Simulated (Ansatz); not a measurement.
# C in Au(111), 2x2: scattering by a point defect, part 2 of 3

Wanted: the reflection from a plane of defects, C in Au(111), 2x2, and the resistivity it implies.

Ansatz 0.2.0; Ansatz plane-wave DFT, PBE, PAW files; ballistic transport by layer matching (Landauer), zero bias; PAW set soft_1 (the session's first sound run).

So far, resistivity per at.% scaled from this dense plane, with the factor 3/4 for isotropic scattering (µΩ cm): step 3 (resistance at ideal sites) 6.74.

## (4) Relaxing the neighbours

The neighbours of the defect are let go while the lead's layers stay on their sites, since a lead must repeat to 0.01 Å.

This step: Ansatz plane-wave DFT, PBE, PAW files; relaxation with the lead's layers held; PAW set soft_1 (Ansatz 0.2.0).

Contents of input.yaml:

```yaml
crystal:
  lattice:
    - [5.7675164607, 0.0, 0.0]
    - [-2.8837582304, 4.9948157718, 0.0]
    - [-1.4418791152, 0.8324692953, 25.9003660885]
  atoms:
    - { symbol: Au, position: [0.0075757576, 0.9924242424, 0.0454545455] }
    - { symbol: Au, position: [0.0075757576, 0.4924242424, 0.0454545455] }
    - { symbol: Au, position: [0.5075757576, 0.9924242424, 0.0454545455] }
    - { symbol: Au, position: [0.5075757576, 0.4924242424, 0.0454545455] }
    - { symbol: Au, position: [0.1893939394, 0.3106060606, 0.1363636364] }
    - { symbol: Au, position: [0.1893939394, 0.8106060606, 0.1363636364] }
    - { symbol: Au, position: [0.6893939394, 0.3106060606, 0.1363636364] }
    - { symbol: Au, position: [0.6893939394, 0.8106060606, 0.1363636364] }
    - { symbol: Au, position: [0.3712121212, 0.1287878788, 0.2272727273] }
    - { symbol: Au, position: [0.3712121212, 0.6287878788, 0.2272727273] }
    - { symbol: Au, position: [0.8712121212, 0.1287878788, 0.2272727273] }
    - { symbol: Au, position: [0.8712121212, 0.6287878788, 0.2272727273] }
    - { symbol: Au, position: [0.053030303, 0.946969697, 0.3181818182] }
    - { symbol: Au, position: [0.053030303, 0.446969697, 0.3181818182] }
    - { symbol: Au, position: [0.553030303, 0.946969697, 0.3181818182] }
    - { symbol: Au, position: [0.553030303, 0.446969697, 0.3181818182] }
    - { symbol: Au, position: [0.2348484848, 0.2651515152, 0.4090909091] }
    - { symbol: Au, position: [0.2348484848, 0.7651515152, 0.4090909091] }
    - { symbol: Au, position: [0.7348484848, 0.2651515152, 0.4090909091] }
    - { symbol: Au, position: [0.7348484848, 0.7651515152, 0.4090909091] }
    - { symbol: Au, position: [0.4166666667, 0.0833333333, 0.5] }
    - { symbol: Au, position: [0.4166666667, 0.5833333333, 0.5] }
    - { symbol: Au, position: [0.9166666667, 0.0833333333, 0.5] }
    - { symbol: Au, position: [0.9166666667, 0.5833333333, 0.5] }
    - { symbol: Au, position: [0.0984848485, 0.9015151515, 0.5909090909] }
    - { symbol: Au, position: [0.0984848485, 0.4015151515, 0.5909090909] }
    - { symbol: Au, position: [0.5984848485, 0.9015151515, 0.5909090909] }
    - { symbol: Au, position: [0.5984848485, 0.4015151515, 0.5909090909] }
    - { symbol: Au, position: [0.2803030303, 0.2196969697, 0.6818181818] }
    - { symbol: Au, position: [0.2803030303, 0.7196969697, 0.6818181818] }
    - { symbol: Au, position: [0.7803030303, 0.2196969697, 0.6818181818] }
    - { symbol: Au, position: [0.7803030303, 0.7196969697, 0.6818181818] }
    - { symbol: C, position: [0.2575757576, 0.2424242424, 0.5454545455] }
    - { symbol: Au, position: [0.4621212121, 0.0378787879, 0.7727272727] }
    - { symbol: Au, position: [0.4621212121, 0.5378787879, 0.7727272727] }
    - { symbol: Au, position: [0.9621212121, 0.0378787879, 0.7727272727] }
    - { symbol: Au, position: [0.9621212121, 0.5378787879, 0.7727272727] }
    - { symbol: Au, position: [0.1439393939, 0.8560606061, 0.8636363636] }
    - { symbol: Au, position: [0.1439393939, 0.3560606061, 0.8636363636] }
    - { symbol: Au, position: [0.6439393939, 0.8560606061, 0.8636363636] }
    - { symbol: Au, position: [0.6439393939, 0.3560606061, 0.8636363636] }
    - { symbol: Au, position: [0.3257575758, 0.1742424242, 0.9545454545] }
    - { symbol: Au, position: [0.3257575758, 0.6742424242, 0.9545454545] }
    - { symbol: Au, position: [0.8257575758, 0.1742424242, 0.9545454545] }
    - { symbol: Au, position: [0.8257575758, 0.6742424242, 0.9545454545] }
kpoints:
  mp_grid: { grid: [5, 5, 1] }
hamiltonian:
  xc: pbe
  pseudopotentials: { kind: paw, azcp: { folder: soft_1 } }
scf:
  occupations: { method: fermi_dirac, width: 0.1 }
relax:
  f_tol: 0.03
  max_steps: 40
  constraints:
    - { sites: [0, 1, 2, 3, 4, 5, 6, 7, 8, 9, 10, 11, 33, 34, 35, 36, 37, 38, 39, 40, 41, 42, 43, 44] }
```

Run with:

```console
> ansatz run input.yaml --threads 4 --pin off --max-ram 15360MiB --backend cpu --events-out ev --progress --plain --runs-dir out
```

Numbers of over 12 decimals in the logs are rounded to 6 here.

Output:

```text
Warning: crystal.symmetry: narrowed to the stabiliser of the relax constraints — unitary ops 4 → 2; lowered at sites 12, 13, 14, 15, 33, 34, 35, 36 (the operations that carried what is held of a site onto what its image site leaves free; the constrained walk keeps no symmetry that its constraints do not admit)
[...]
Crystal: 45 atoms, lattice volume = 746.130 Å³
Basis set: ecut = 420 eV, 14649 PW (Γ), exchange–correlation on 80×80×360 points (8 copies of the dense FFT grid, shifted against one another)
Bands: 504, of which v1, the nominal top of the filled ones, is band 420 counted from 1 (419 counted from 0)
Symmetry: 2 space group operations
k-points: 9 of 25 (time reversal used)
[...]
SCF iter   1: F=—  HF=-578910.411988 eV  |F-HF|=—  |Δ(HF+E_count)|=         —  Δρ=7.32e-2  dr2=4.98e1  ethr=3.10e-3  ⟨swp⟩=4.1  Hψ=13462  notcnv=0  defer=122
[...]
SCF iter   9: F=-578897.366986 eV  HF=-578897.366988 eV  |F-HF|=1.91e-6  |Δ(HF+E_count)|=   1.00e-6  Δρ=1.65e-5  dr2=3.43e-6  ethr=2.68e-9  ⟨swp⟩=2.0  Hψ=12196  notcnv=0
SCF 1 converged in 9 iterations: F = -578897.366986 eV  dr2 = 3.43e-6
[...]
relax step   1: F+E_penalty+E_count = -578897.36698609 eV  Δ(F+E_penalty+E_count) = +0.000e0 eV  max|allowed force component| = 1.821e0 eV/Å  Δτ_max = 0.0000 Å  (9 SCF iters, dr2 threshold 2.25e-5 eV, accepted)
[...]
iter 1 solved again at ethr=2.81e-4 eV; its pass at ethr=3.10e-3 eV (dr2=2.36e0 eV) is discarded
[...]
SCF iter   6: F=-578897.965086 eV  HF=-578897.965145 eV  |F-HF|=5.89e-5  |Δ(HF+E_count)|=   3.53e-5  Δρ=3.89e-5  dr2=6.69e-5  ethr=1.19e-8  ⟨swp⟩=2.7  Hψ=12314  notcnv=0
SCF 2 converged in 6 iterations: F = -578897.965086 eV  dr2 = 6.69e-5
[...]
relax step   2: F+E_penalty+E_count = -578897.96508562 eV  Δ(F+E_penalty+E_count) = -5.981e-1 eV  max|allowed force component| = 5.599e-1 eV/Å  Δτ_max = 0.1679 Å  (6 SCF iters, dr2 threshold 1.00e-4 eV, accepted)
SCF iter   1: F=—  HF=-578898.059274 eV  |F-HF|=—  |Δ(HF+E_count)|=         —  Δρ=2.50e-3  dr2=1.57e-1  ethr=4.10e-4  ⟨swp⟩=4.9  Hψ=9214  notcnv=0  defer=537
[...]
SCF iter   8: F=-578898.049081 eV  HF=-578898.049090 eV  |F-HF|=8.83e-6  |Δ(HF+E_count)|=   4.83e-7  Δρ=4.09e-6  dr2=8.89e-6  ethr=2.33e-9  ⟨swp⟩=2.0  Hψ=8352  notcnv=0
SCF 3 converged in 8 iterations: F = -578898.049081 eV  dr2 = 8.89e-6
relax step   3: F+E_penalty+E_count = -578898.04908129 eV  Δ(F+E_penalty+E_count) = -8.400e-2 eV  max|allowed force component| = 1.148e-1 eV/Å  Δτ_max = 0.0822 Å  (8 SCF iters, dr2 threshold 1.96e-5 eV, accepted)
SCF iter   1: F=—  HF=-578898.053910 eV  |F-HF|=—  |Δ(HF+E_count)|=         —  Δρ=7.39e-4  dr2=3.04e-3  ethr=1.50e-5  ⟨swp⟩=4.4  Hψ=8749  notcnv=0  defer=486
[...]
SCF iter   8: F=-578898.053705 eV  HF=-578898.053705 eV  |F-HF|=2.15e-8  |Δ(HF+E_count)|=   3.49e-9  Δρ=3.63e-7  dr2=2.22e-8  ethr=1.19e-11  ⟨swp⟩=2.4  Hψ=8718  notcnv=0
SCF 4 converged in 8 iterations: F = -578898.053705 eV  dr2 = 2.22e-8
relax step   4: F+E_penalty+E_count = -578898.05370490 eV  Δ(F+E_penalty+E_count) = -4.624e-3 eV  max|allowed force component| = 1.212e-2 eV/Å  Δτ_max = 0.0294 Å  (8 SCF iters, accepted)
SCF converged after 8 iterations
Free energy (F): -578898.053705 eV
[...]
Internal energy: -578897.493979 eV  (E = F + TS)
E sigma→0 (E₀):  -578897.773842 eV
Entropy (-TS):   -0.559726 eV (-12.438 meV/atom)
Fermi energy:    20.918170 eV
[...]
--- Forces (eV/Å), atoms counted from 1 ---
  atom   1  Au     0.00570434     0.01020901    -0.00242179
  atom   2  Au     0.00849929    -0.00490707    -0.01238776
  atom   3  Au    -0.00832297     0.00480527     0.00871019
  atom   4  Au    -0.00598909    -0.01004461    -0.00242179
  atom   5  Au     0.00465324    -0.00268655     0.00907046
  atom   6  Au    -0.00639955     0.00378076     0.00417423
  atom   7  Au    -0.00647401     0.00365180     0.00417423
  atom   8  Au     0.00902222    -0.00520898     0.00342430
  atom   9  Au     0.00604128    -0.00348794    -0.23706101
  atom  10  Au    -0.00586815    -0.00047923    -0.24390027
  atom  11  Au    -0.00251905     0.00532159    -0.24390027
  atom  12  Au     0.00075996    -0.00043876    -0.22775526
  atom  13  Au     0.00003831    -0.00283721    -0.00024721
  atom  14  Au    -0.00262305     0.00151442     0.00027028
  atom  15  Au     0.00001541    -0.00000890    -0.00384579
  atom  16  Au     0.00247625     0.00138543    -0.00024721
  atom  17  Au     0.00032935    -0.00019015     0.00539314
  atom  18  Au     0.00195865     0.00145581    -0.00122526
  atom  19  Au    -0.00028145    -0.00242415    -0.00122526
  atom  20  Au    -0.00182552     0.00105396    -0.00133213
  atom  21  Au     0.01132707    -0.00653969     0.00264458
  atom  22  Au    -0.00029805     0.01182109     0.00226023
  atom  23  Au    -0.01038639    -0.00565243     0.00226023
  atom  24  Au    -0.00035312     0.00020388     0.00097407
  atom  25  Au     0.00045818    -0.01211746    -0.00290981
  atom  26  Au    -0.01179439     0.00680950    -0.00295325
  atom  27  Au     0.00030269    -0.00017476    -0.00120445
  atom  28  Au     0.01072311     0.00566194    -0.00290981
  atom  29  Au    -0.00031032     0.00017916    -0.00680768
  atom  30  Au    -0.00151741    -0.00117352     0.00111176
  atom  31  Au     0.00025759     0.00190088     0.00111176
  atom  32  Au     0.00144925    -0.00083672     0.00131599
  atom  33  C      0.00000386    -0.00000223     0.00144585
  atom  34  Au    -0.01296470     0.00748517     0.24802862
  atom  35  Au     0.00034400    -0.01444194     0.23944564
  atom  36  Au     0.01267909     0.00692306     0.23944564
  atom  37  Au    -0.00019424     0.00011214     0.22120801
  atom  38  Au     0.00772487     0.00763519     0.00420916
  atom  39  Au    -0.00099944     0.00057703     0.00038621
  atom  40  Au    -0.00234317     0.00135283    -0.00990370
  atom  41  Au    -0.00274983    -0.01050753     0.00420916
  atom  42  Au    -0.00477282     0.00275559    -0.00430403
  atom  43  Au     0.00658226    -0.00390136     0.00055056
  atom  44  Au     0.00666981    -0.00374973     0.00055056
  atom  45  Au    -0.00903322     0.00521533     0.00258464
  max |Σ_I F_I| component: 4.20e-6 eV/Å
--- Relaxed structure (4 steps of the walk, 4 accepted, 0 SCFs on fresh bases) ---
  F+E_penalty+E_count = -578898.05370490 eV   max|allowed force component| = 1.212e-2 eV/Å
  atoms:
    - { symbol: Au, position: [0.00757576, 0.992424, 0.045455] }
    - { symbol: Au, position: [0.00757576, 0.492424, 0.045455] }
    - { symbol: Au, position: [0.507576, 0.992424, 0.045455] }
    - { symbol: Au, position: [0.507576, 0.492424, 0.045455] }
    - { symbol: Au, position: [0.189394, 0.310606, 0.136364] }
    - { symbol: Au, position: [0.189394, 0.810606, 0.136364] }
    - { symbol: Au, position: [0.689394, 0.310606, 0.136364] }
    - { symbol: Au, position: [0.689394, 0.810606, 0.136364] }
    - { symbol: Au, position: [0.371212, 0.128788, 0.227273] }
    - { symbol: Au, position: [0.371212, 0.628788, 0.227273] }
    - { symbol: Au, position: [0.871212, 0.128788, 0.227273] }
    - { symbol: Au, position: [0.871212, 0.628788, 0.227273] }
    - { symbol: Au, position: [0.052859, 0.947480, 0.316355] }
    - { symbol: Au, position: [0.052862, 0.447138, 0.316307] }
    - { symbol: Au, position: [0.552774, 0.947226, 0.316469] }
    - { symbol: Au, position: [0.552520, 0.447141, 0.316355] }
    - { symbol: Au, position: [0.234163, 0.265837, 0.405571] }
    - { symbol: Au, position: [0.232355, 0.764577, 0.405594] }
    - { symbol: Au, position: [0.735423, 0.267645, 0.405594] }
    - { symbol: Au, position: [0.735340, 0.764660, 0.405634] }
    - { symbol: Au, position: [0.420768, 0.079232, 0.495156] }
    - { symbol: Au, position: [0.421213, 0.594118, 0.495264] }
    - { symbol: Au, position: [0.905882, 0.078787, 0.495264] }
    - { symbol: Au, position: [0.916790, 0.583210, 0.498734] }
    - { symbol: Au, position: [0.093663, 0.891061, 0.593837] }
    - { symbol: Au, position: [0.094125, 0.405875, 0.593932] }
    - { symbol: Au, position: [0.598073, 0.901927, 0.590377] }
    - { symbol: Au, position: [0.608939, 0.406337, 0.593837] }
    - { symbol: Au, position: [0.280688, 0.219312, 0.683525] }
    - { symbol: Au, position: [0.282408, 0.720491, 0.683476] }
    - { symbol: Au, position: [0.779509, 0.217592, 0.683476] }
    - { symbol: Au, position: [0.779564, 0.720436, 0.683451] }
    - { symbol: C, position: [0.257447, 0.242553, 0.544533] }
    - { symbol: Au, position: [0.462121, 0.037879, 0.772727] }
    - { symbol: Au, position: [0.462121, 0.537879, 0.772727] }
    - { symbol: Au, position: [0.962121, 0.037879, 0.772727] }
    - { symbol: Au, position: [0.962121, 0.537879, 0.772727] }
    - { symbol: Au, position: [0.143939, 0.856061, 0.863636] }
    - { symbol: Au, position: [0.143939, 0.356061, 0.863636] }
    - { symbol: Au, position: [0.643939, 0.856061, 0.863636] }
    - { symbol: Au, position: [0.643939, 0.356061, 0.863636] }
    - { symbol: Au, position: [0.325758, 0.174242, 0.954545] }
    - { symbol: Au, position: [0.325758, 0.674242, 0.954545] }
    - { symbol: Au, position: [0.825758, 0.174242, 0.954545] }
    - { symbol: Au, position: [0.825758, 0.674242, 0.954545] }
```

Run time: 10 min. Hardware: 4 threads of Arm Neoverse V1, shared host; peak memory 6.9 GiB.

Step by step:

| step | energy less that of the first step (eV) | largest force component (eV/Å) |
| --- | --- | --- |
| 1 | 0.0000 | 1.8205 |
| 2 | -0.5981 | 0.5599 |
| 3 | -0.6821 | 0.1148 |
| 4 | -0.6867 | 0.0121 |

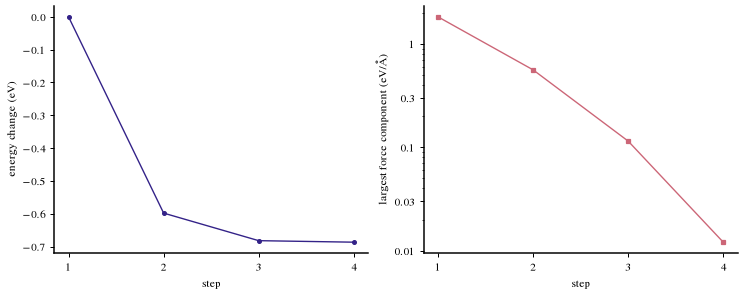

Energy and largest force along the relaxation.

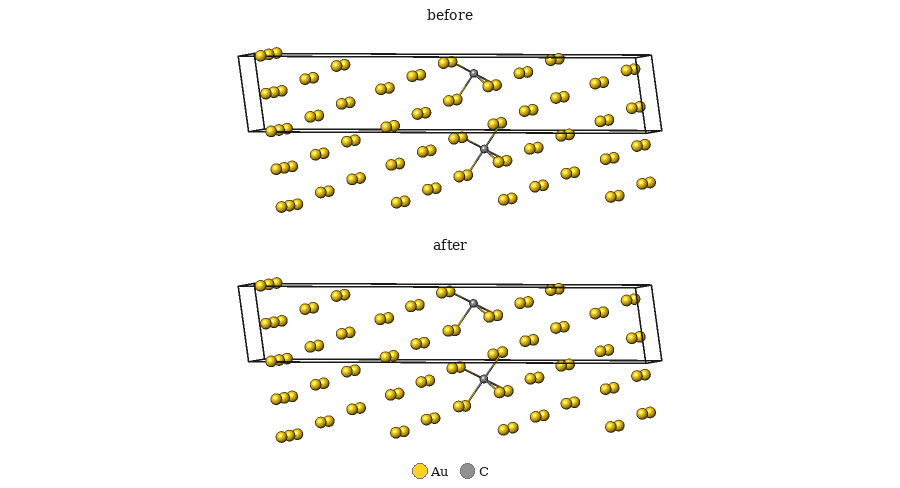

Before and after, at one scale. Bonds to atoms that aren't drawn are left out.

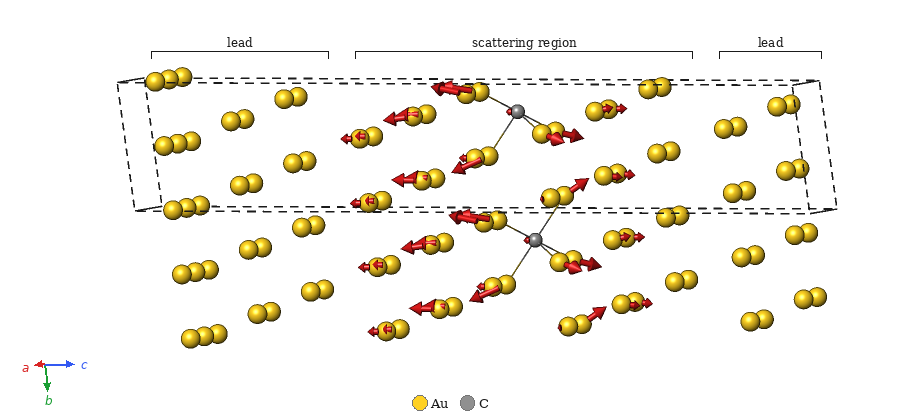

Displacements in the relaxation, exaggerated; the longest in the cell stands for 0.13 Å. Bonds to atoms that aren't drawn are left out. 1×2×1 cells are drawn. Some periodic images of atoms are drawn too.

The atoms that moved most (Å):

| atom | dx | dy | dz | length |
| --- | --- | --- | --- | --- |
| Au21 | 0.042 | -0.025 | -0.125 | 0.135 |
| Au23 | -0.042 | -0.027 | -0.123 | 0.132 |
| Au22 | 0.002 | 0.050 | -0.123 | 0.132 |
| Au26 | -0.042 | 0.024 | 0.078 | 0.092 |
| Au17 | -0.001 | 0.000 | -0.091 | 0.091 |
| Au19 | 0.001 | 0.010 | -0.091 | 0.091 |
| Au18 | -0.008 | -0.006 | -0.091 | 0.091 |
| Au28 | 0.042 | 0.027 | 0.076 | 0.091 |

Numbers from this step:

```yaml
free_energy: -578898.0537 eV
energy_at_zero_smearing: -578897.7738 eV
fermi_energy: 20.92 eV
```

The largest force component on a free atom ends at 0.012 eV/Å, under the tolerance of 0.03, after 4 steps.

[end of part 2 of 3]

[Logs are printed without paths, hosts, clocks, repeated set-up lines and the standing remarks that a program may print on its own settings, such as how far it seeks lower states.]

[Hosts, paths, dates, database ids (printed as entryN), source tags and the programs' standing remarks are cut or masked in the printed files.]
